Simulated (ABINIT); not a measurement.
Geometry relaxation, with input and output: HfN (part 1 of 2)

The run: geometry relaxation of HfN (Fm-3m, 2 atoms in the cell). Method and program: Kohn-Sham DFT of a periodic cell, PBE, JTH PAW PBE v2.0, no spin polarisation (ABINIT 10.8.3).

The structure derives from an entry of the Crystallography Open Database.

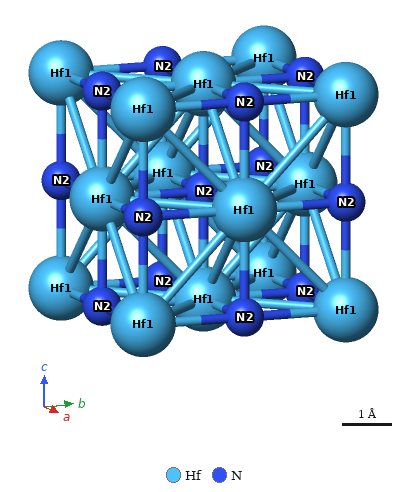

Fig. 1: The structure as given in the input (ball-and-stick view of the cell 4 times as large as that of the calculation, set on its symmetry axes, seen slightly off an axis; atoms are numbered from 1 in the order of the input). An atom can appear more than once, as a periodic image.

### The input
```
# Pseudopotentials
pp_dirpath "./"
pseudos "Hf.GGA_PBE-JTH.xml, N.GGA_PBE-JTH.xml"

# Structure
acell 3*1.0 Angstrom
rprim
     0.0000000000     2.2560000000     2.2560000000
     2.2560000000     0.0000000000     2.2560000000
     2.2560000000     2.2560000000     0.0000000000
ntypat 2
znucl 72 7
natom 2
typat 1 2
xcart
     0.0000000000     0.0000000000     0.0000000000
     2.2560000000     2.2560000000     2.2560000000 Angstrom
chkprim 0
chksymtnons 0
tolsym 1.0e-6

# Plane-wave basis
ecut 26.0
pawecutdg 48.0
pawxcdev 0

# k points
kptopt 1
ngkpt 10 10 10
nshiftk 1
shiftk 0.0 0.0 0.0

# Exchange and correlation
ixc 11

# Bands and occupations
nband 13
occopt 3
tsmear 0.05 eV

# SCF cycle
nstep 100
tolvrs 1.0e-9

# Output
iomode 3
prtwf 0
prtden 0
prteig 0
prtebands 0
enunit 1

# Relaxation
ionmov 2
ntime 60
tolmxf 5.0e-5
optcell 2
dilatmx 1.08
ecutsm 0.5
strtarget 3*-6.797862e-04 3*0.0
```

Launch command:
```bash
abinit run.abi > log 2>&1
```

### Output
```
.Version 10.8.3 of ABINIT
 Symmetries : space group Fm -3 m (#225); Bravais cF (face-center cubic)
================================================================================
 Values of the parameters that define the memory need of the present run
     intxc =       0    ionmov =       2      iscf =      17    lmnmax =      18
     lnmax =       6     mgfft =      30  mpssoang =       3    mqgrid =    3001
     natom =       2  nloc_mem =       2    nspden =       1   nspinor =       1
    nsppol =       1      nsym =      48    n1xccc =       1    ntypat =       2
    occopt =       3   xclevel =       2
       mpw =        1258          nfft =       27000          nkpt =          47
 PAW method is used; the additional fine FFT grid is defined by:
   mgfftf=        45    nfftf =     91125
================================================================================
================================================================================

--------------------------------------------------------------------------------
------------- Echo of variables that govern the present computation ------------
--------------------------------------------------------------------------------
 -outvars: echo values of preprocessed input variables --------
            acell      1.8897261259E+00  1.8897261259E+00  1.8897261259E+00 Bohr
              amu      1.78490000E+02  1.40067400E+01
          chkprim           0
      chksymtnons           0
          dilatmx      1.08000000E+00
             ecut      2.60000000E+01 Hartree
           ecutsm      5.00000000E-01 Hartree
           enunit           1
           ionmov           2
              ixc          11
         kptrlatt       10    0    0      0   10    0      0    0   10
          kptrlen      6.02910657E+01
            natom           2
            nband          13
            ngfft          30      30      30
          ngfftdg          45      45      45
             nkpt          47
            nstep         100
             nsym          48
            ntime          60
           ntypat           2
           occopt           3
          optcell           2
        pawecutdg      4.80000000E+01 Hartree
         pawxcdev           0
           prtden           0
        prtebands           0
           prteig           0
            prtwf           0
            rprim      0.0000000000E+00  2.2560000000E+00  2.2560000000E+00
                       2.2560000000E+00  0.0000000000E+00  2.2560000000E+00
                       2.2560000000E+00  2.2560000000E+00  0.0000000000E+00
          spgroup         225
        strtarget     -6.79786200E-04 -6.79786200E-04 -6.79786200E-04
                       0.00000000E+00  0.00000000E+00  0.00000000E+00
           tolsym      1.00000000E-06
           tolvrs      1.00000000E-09
           tsmear      1.83746611E-03 Hartree
            typat      1  2
           useylm           1
           xangst      0.0000000000E+00  0.0000000000E+00  0.0000000000E+00
                       2.2560000000E+00  2.2560000000E+00  2.2560000000E+00
            xcart      0.0000000000E+00  0.0000000000E+00  0.0000000000E+00
                       4.2632221400E+00  4.2632221400E+00  4.2632221400E+00
             xred      0.0000000000E+00  0.0000000000E+00  0.0000000000E+00
                       5.0000000000E-01  5.0000000000E-01  5.0000000000E-01
            znucl       72.00000    7.00000

================================================================================

 chkinp: Checking input parameters for consistency.

================================================================================
== DATASET  1 ==================================================================

--- !DatasetInfo
iteration_state: {dtset: 1, }
dimensions: {natom: 2, nkpt: 47, mband: 13, nsppol: 1, nspinor: 1, nspden: 1, mpw: 1258, }
cutoff_energies: {ecut:  26.0, pawecutdg:  48.0, }
electrons: {nelect:   1.70000000E+01, charge:   0.00000000E+00, occopt:   3.00000000E+00, tsmear:   1.83746611E-03, }
meta: {optdriver: 0, ionmov: 2, optcell: 2, iscf: 17, paral_kgb: 0, }
...

 Exchange-correlation functional for the present dataset will be:
  GGA: Perdew-Burke-Ernzerhof functional - ixc=11
  J.P.Perdew, K.Burke, M.Ernzerhof, PRL 77, 3865 (1996)

 Real(R)+Recip(G) space primitive vectors, cartesian coordinates (Bohr,Bohr^-1):
 R(1)=  0.0000000  4.2632221  4.2632221  G(1)= -0.1172822  0.1172822  0.1172822
 R(2)=  4.2632221  0.0000000  4.2632221  G(2)=  0.1172822 -0.1172822  0.1172822
 R(3)=  4.2632221  4.2632221  0.0000000  G(3)=  0.1172822  0.1172822 -0.1172822
 Unit cell volume ucvol=  1.5496866E+02 bohr^3
 Angles (23,13,12)=  6.00000000E+01  6.00000000E+01  6.00000000E+01 degrees

 Coarse grid specifications (used for wave-functions):

 getcut: wavevector=  0.0000  0.0000  0.0000  ngfft=  30  30  30
         ecut(hartree)=     30.326   => boxcut(ratio)=   2.00944

 Fine grid specifications (used for densities):

 getcut: wavevector=  0.0000  0.0000  0.0000  ngfft=  45  45  45
         ecut(hartree)=     55.987   => boxcut(ratio)=   2.16666

--- Pseudopotential description ------------------------------------------------
- pspini: atom type   1  psp file is ./Hf.GGA_PBE-JTH.xml
 Pseudopotential format is: paw10
 basis_size (lnmax)=  6 (lmn_size= 18), orbitals=   0   0   1   1   2   2
 Spheres core radius: rc_sph= 2.41119446
 Shapefunction is SIN type: shapef(r)=[sin(pi*r/rshp)/(pi*r/rshp)]**2
 Radius for shape functions =  2.41119446
 Compensation charge density is not taken into account in XC energy/potential

- pspini: atom type   2  psp file is ./N.GGA_PBE-JTH.xml
 Pseudopotential format is: paw10
 basis_size (lnmax)=  4 (lmn_size=  8), orbitals=   0   0   1   1
 Spheres core radius: rc_sph= 1.20497474
 Shapefunction is SIN type: shapef(r)=[sin(pi*r/rshp)/(pi*r/rshp)]**2
 Radius for shape functions =  1.00243812
 Compensation charge density is not taken into account in XC energy/potential

   1.63067352E+03                                ecore*ucvol(ha*bohr**3)
--------------------------------------------------------------------------------

================================================================================

=== [ionmov= 2] Broyden-Fletcher-Goldfarb-Shanno method (forces)
================================================================================

--- Iteration: ( 1/60) Internal Cycle: (1/1)
--------------------------------------------------------------------------------

---SELF-CONSISTENT-FIELD CONVERGENCE--------------------------------------------

--- !BeginCycle
iteration_state: {dtset: 1, itime: 1, icycle: 1, }
solver: {iscf: 17, nstep: 100, nline: 4, wfoptalg: 10, }
tolerances: {tolvrs: 1.00E-09, }
...

     iter   Etot(hartree)      deltaE(h)  residm     nres2
 ETOT  1  -58.914302268832    -5.891E+01 4.318E+00 5.901E+00
 ETOT  2  -60.219324178647    -1.305E+00 1.473E-01 2.107E+01
 ETOT  3  -60.208985243997     1.034E-02 6.296E-02 1.311E+01
 ETOT  4  -60.190325298864     1.866E-02 9.497E-03 1.306E+00
 ETOT  5  -60.191686261635    -1.361E-03 7.194E-03 3.376E-01
 ETOT  6  -60.191463250411     2.230E-04 1.609E-02 9.985E-02
 ETOT  7  -60.191325008214     1.382E-04 8.694E-03 3.810E-02
 ETOT  8  -60.191316868770     8.139E-06 6.804E-03 3.706E-03
 ETOT  9  -60.191313490018     3.379E-06 1.943E-03 3.293E-04
 ETOT 10  -60.191313232916     2.571E-07 1.189E-03 1.923E-04
 ETOT 11  -60.191313169904     6.301E-08 1.237E-03 1.237E-04
 ETOT 12  -60.191313129919     3.999E-08 7.796E-04 6.976E-05
 ETOT 13  -60.191313100774     2.914E-08 1.019E-03 3.278E-05
 ETOT 14  -60.191313072164     2.861E-08 5.797E-04 6.557E-07
 ETOT 15  -60.191313074503    -2.339E-09 7.028E-04 4.261E-07
 ETOT 16  -60.191313074379     1.248E-10 3.730E-04 1.628E-07
 ETOT 17  -60.191313074289     8.936E-11 4.292E-04 3.696E-08
 ETOT 18  -60.191313074246     4.297E-11 2.193E-04 1.160E-09
 ETOT 19  -60.191313074254    -7.333E-12 2.439E-04 5.318E-09
 ETOT 20  -60.191313074250     3.496E-12 1.225E-04 2.803E-11

 At SCF step   20       nres2   =  2.80E-11 < tolvrs=  1.00E-09 =>converged.

 Cartesian components of stress tensor (hartree/bohr^3)
  sigma(1 1)= -1.69668709E-04  sigma(3 2)=  0.00000000E+00
  sigma(2 2)= -1.69668709E-04  sigma(3 1)=  0.00000000E+00
  sigma(3 3)= -1.69668709E-04  sigma(2 1)=  0.00000000E+00

--- !ResultsGS
iteration_state: {dtset: 1, itime: 1, icycle: 1, }
comment   : Summary of ground state results
lattice_vectors:
- [  0.0000000,   4.2632221,   4.2632221, ]
- [  4.2632221,   0.0000000,   4.2632221, ]
- [  4.2632221,   4.2632221,   0.0000000, ]
lattice_lengths: [   6.02911,    6.02911,    6.02911, ]
lattice_angles: [ 60.000,  60.000,  60.000, ] # degrees, (23, 13, 12)
lattice_volume:   1.5496866E+02
convergence: {deltae:  3.496E-12, res2:  2.803E-11, residm:  1.225E-04, diffor: null, }
etotal    :  -6.01913131E+01
entropy   :   0.00000000E+00
fermie    :   9.19812294E-02
cartesian_stress_tensor: # hartree/bohr^3
- [ -1.69668709E-04,   0.00000000E+00,   0.00000000E+00, ]
- [  0.00000000E+00,  -1.69668709E-04,   0.00000000E+00, ]
- [  0.00000000E+00,   0.00000000E+00,  -1.69668709E-04, ]
pressure_GPa:   4.9918E+00
xred      :
- [  0.0000E+00,   0.0000E+00,   0.0000E+00, Hf]
- [  5.0000E-01,   5.0000E-01,   5.0000E-01,  N]
cartesian_forces: # hartree/bohr
- [ -0.00000000E+00,  -0.00000000E+00,  -0.00000000E+00, ]
- [ -0.00000000E+00,  -0.00000000E+00,  -0.00000000E+00, ]
force_length_stats: {min:   0.00000000E+00, max:   0.00000000E+00, mean:   0.00000000E+00, }
...

 Integrated electronic density in atomic spheres:
 ------------------------------------------------
 Atom  Sphere_radius  Integrated_density
    1        2.41119          9.67139299
    2        1.20497          2.59624462

---OUTPUT-----------------------------------------------------------------------

 Cartesian coordinates (xcart) [bohr]
  0.00000000000000E+00  0.00000000000000E+00  0.00000000000000E+00
  4.26322214004796E+00  4.26322214004796E+00  4.26322214004796E+00
 Reduced coordinates (xred)
  0.00000000000000E+00  0.00000000000000E+00  0.00000000000000E+00
  5.00000000000000E-01  5.00000000000000E-01  5.00000000000000E-01
 Cartesian forces (fcart) [Ha/bohr]; max,rms= 0.00000E+00 0.00000E+00 (free atoms)
 -0.00000000000000E+00 -0.00000000000000E+00 -0.00000000000000E+00
 -0.00000000000000E+00 -0.00000000000000E+00 -0.00000000000000E+00
 Gradient of E wrt nuclear positions in reduced coordinates (gred)
  0.00000000000000E+00  0.00000000000000E+00  0.00000000000000E+00
  0.00000000000000E+00  0.00000000000000E+00  0.00000000000000E+00
 Scale of Primitive Cell (acell) [bohr]
  1.88972612590778E+00  1.88972612590778E+00  1.88972612590778E+00
 Real space primitive translations (rprimd) [bohr]
  0.00000000000000E+00  4.26322214004796E+00  4.26322214004796E+00
  4.26322214004796E+00  0.00000000000000E+00  4.26322214004796E+00
  4.26322214004796E+00  4.26322214004796E+00  0.00000000000000E+00
 Unitary Cell Volume (ucvol) [Bohr^3]=  1.54968662087998E+02
 Angles (23,13,12)= [degrees]
  6.00000000000000E+01  6.00000000000000E+01  6.00000000000000E+01
 Lengths [Bohr]
  6.02910656986507E+00  6.02910656986507E+00  6.02910656986507E+00
 Stress tensor in cartesian coordinates (strten) [Ha/bohr^3]
 -1.69668708901005E-04  0.00000000000000E+00  0.00000000000000E+00
  0.00000000000000E+00 -1.69668708901005E-04  0.00000000000000E+00
  0.00000000000000E+00  0.00000000000000E+00 -1.69668708901033E-04
 Total energy (etotal) [Ha]= -6.01913130742501E+01

--- Iteration: ( 2/60) Internal Cycle: (1/1)
--------------------------------------------------------------------------------

---SELF-CONSISTENT-FIELD CONVERGENCE--------------------------------------------

--- !BeginCycle
iteration_state: {dtset: 1, itime: 2, icycle: 1, }
solver: {iscf: 17, nstep: 100, nline: 4, wfoptalg: 10, }
tolerances: {tolvrs: 1.00E-09, }
...

     iter   Etot(hartree)      deltaE(h)  residm     nres2
 ETOT  1  -60.188245468983    -6.019E+01 8.352E+00 4.522E+00
 ETOT  2  -60.189165536733    -9.201E-04 4.002E-03 8.658E-01
 ETOT  3  -60.188555818750     6.097E-04 1.346E-02 2.171E-01
 ETOT  4  -60.188423919109     1.319E-04 3.990E-04 5.576E-03
 ETOT  5  -60.188430095520    -6.176E-06 4.292E-05 5.801E-04
 ETOT  6  -60.188430850731    -7.552E-07 1.774E-05 4.408E-05
 ETOT  7  -60.188430850123     6.080E-10 1.596E-05 6.134E-06
 ETOT  8  -60.188430852337    -2.214E-09 9.350E-06 5.289E-07
 ETOT  9  -60.188430851966     3.709E-10 1.141E-05 3.683E-08
 ETOT 10  -60.188430851962     3.858E-12 4.846E-06 5.079E-09
 ETOT 11  -60.188430851959     3.112E-12 8.406E-06 9.735E-11

 At SCF step   11       nres2   =  9.74E-11 < tolvrs=  1.00E-09 =>converged.

 Cartesian components of stress tensor (hartree/bohr^3)
  sigma(1 1)= -6.73709080E-04  sigma(3 2)=  0.00000000E+00
  sigma(2 2)= -6.73709080E-04  sigma(3 1)=  0.00000000E+00
  sigma(3 3)= -6.73709080E-04  sigma(2 1)=  0.00000000E+00
```
